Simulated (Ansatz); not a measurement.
## Run report: NiO, single-point calculation (part 1 of 3)

The run: single-point calculation of NiO (F-43m, 2 atoms in the cell). Method and program: DFT r2SCAN, scalar-relativistic, plane waves, PAW, spin-polarised (Ansatz 0.2.0).

The structure was built on a prototype by a generator; it need not be a known phase. It belongs to a series of runs on one base structure; here: random orbitals: harmonics, high filling. Figures and captions count atoms from 1; the log counts them from 0 in places.

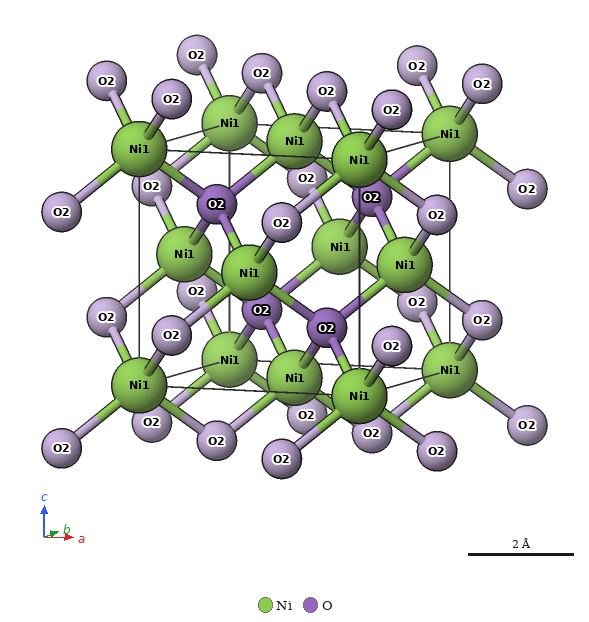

**Figure 1.** The input geometry (ball-and-stick view of the cell 4 times as large as that of the calculation, set on its symmetry axes, seen slightly off an axis; neighbours outside the cell are drawn fainter; atoms are numbered from 1 in the order of the input). An atom can appear more than once, as a periodic image.

### Input
```yaml
crystal:
  lattice:
    - [0.0, 2.28354846, 2.28354846]
    - [2.28354846, 0.0, 2.28354846]
    - [2.28354846, 2.28354846, 0.0]
  atoms:
    - { symbol: Ni, position: [0.0, 0.0, 0.0], spin: 2.0 }
    - { symbol: O, position: [0.25, 0.25, 0.25] }
basis:
  ecutwfc: 500
  ecutrho_ratio: 4
kpoints:
  mp_grid: { grid: [7, 7, 7] }
hamiltonian:
  xc: r2scan
  hubbard:
    sites:
      - { site: 0, l: d, u_eff: 0.0, starting_ns: [{ spin: up, occupation_matrix: s0up }, { spin: down, occupation_matrix: s0down }] }
    occupation_matrices:
      s0up:
        matrix:
          - [0.97, 0.0, 0.0, 0.0, 0.0]
          - [0.0, 0.97, 0.0, 0.0, 0.0]
          - [0.0, 0.0, 0.97, 0.0, 0.0]
          - [0.0, 0.0, 0.0, 0.97, 0.0]
          - [0.0, 0.0, 0.0, 0.0, 0.97]
      s0down:
        matrix:
          - [0.97, 0.0, 0.0, 0.0, 0.0]
          - [0.0, 0.02, 0.0, 0.0, 0.0]
          - [0.0, 0.0, 0.97, 0.0, 0.0]
          - [0.0, 0.0, 0.0, 0.02, 0.0]
          - [0.0, 0.0, 0.0, 0.0, 0.97]
    ns_hold: { iters: 5 }
scf:
  occupations: { method: gaussian, width: 0.05 }
  lower_state_search: "off"
  max_iter: 150
output:
  forces: true
  stress: true
  eigenvalues: true
  populations: true
  hubbard: { sites: [{ site: 0, l: d }] }
  write_density: true
  write_potential: true
  elf: true
  volumetric_format: npy
magnetization:
  spin_polarized: true
```

Hardware: 2 threads of Intel Xeon (Sapphire Rapids), 16 GiB of memory available, shared host.

Launch command:
```bash
ansatz run input.yaml --threads 2 --pin off --max-ram 3072MiB --backend cpu --events-out ev --progress --plain --runs-dir out
```

### The program's output
```
Warning: crystal.symmetry: narrowed to the stabiliser of the occupation matrices — unitary ops 24 → 4; lowered by the specified shell (site 0, l: d); largest admitted image defect 4.4e-16, smallest excluded 7.1e-1 — at a splitting's scale: the group the occupation matrices' own texture admits
Ni: projections on atomic orbitals take those of the free atom [Ne] 3s2 3p6 3d8 4s2, of charge +0.00 (hamiltonian.pseudopotentials.projection_atoms); the dataset's partial waves leave at most 1.6e-6 of an orbital's norm unspanned inside its sphere
O: projections on atomic orbitals take those of the free atom [He] 2s2 2p4, of charge +0.00 (hamiltonian.pseudopotentials.projection_atoms); the dataset's partial waves leave at most 1.9e-8 of an orbital's norm unspanned inside its sphere
Engine: ansatz 0.2.0, x86_64-unknown-linux-gnu
Pseudopotentials: kind: paw
Pseudopotential: Ni, paw, valence charge 18, recommended cutoff 500 eV (meta_gga), Ni.paw.azcp
Pseudopotential: O, paw, valence charge 6, recommended cutoff 500 eV (meta_gga), O.paw.azcp
Functional definition: r2SCAN
  parameter k0 = 0.174
  parameter k1 = 0.065
  parameter a1 = 4.9479
  exchange = r2scan_x(k0 = k0, k1 = k1, a1 = a1)
  correlation = r2scan_c
Crystal: 2 atoms, lattice volume = 23.816 Å³
Basis set: ecut = 500 eV, 609 PW (Γ), exchange–correlation on 96×96×96 points (64 copies of the dense FFT grid, shifted against one another)
Bands: 17, of which v1, the nominal top of the filled ones, is band 12 counted from 1 (11 counted from 0)
Symmetry: 4 space group operations
k-points: 64 of 343 (time reversal used)
Non-local potential: Ni, projectors of the file, l = 0: 3, l = 1: 2, l = 2: 3, l = 3: 1
Non-local potential: O, projectors of the file, l = 0: 2, l = 1: 2, l = 2: 1
PAW form: soft (Blöchl's): semilocal exchange-correlation on the pseudo side does not see the compensation charge
PAW frozen core: Ni, regenerated for the run's functional (the file was generated under x = pbe(κ = 0.804, μ = 0.2195149727645171), c = pbe(β = 0.06672455060314922))
PAW frozen core: O, regenerated for the run's functional (the file was generated under x = pbe(κ = 0.804, μ = 0.2195149727645171), c = pbe(β = 0.06672455060314922))
PAW one-centre angular grid: Ni, 590 points (default); XC on 160 Gauss nodes
PAW one-centre angular grid: O, 302 points (default); XC on 160 Gauss nodes
Initial density: superposition of atomic densities (chi_scale 0.1, normalization cell, long waves kept (reshape's long-wave potential 0.00 eV rms))
Starting moments: Σ|m| = 2 μB on 1 of 2 sites
Initial wavefunctions: pseudopotential atomic-orbital guess
Functional: x = r2scan, c = r2scan; τ floored in thin density (d = 2e-4 eV/Å³)
```
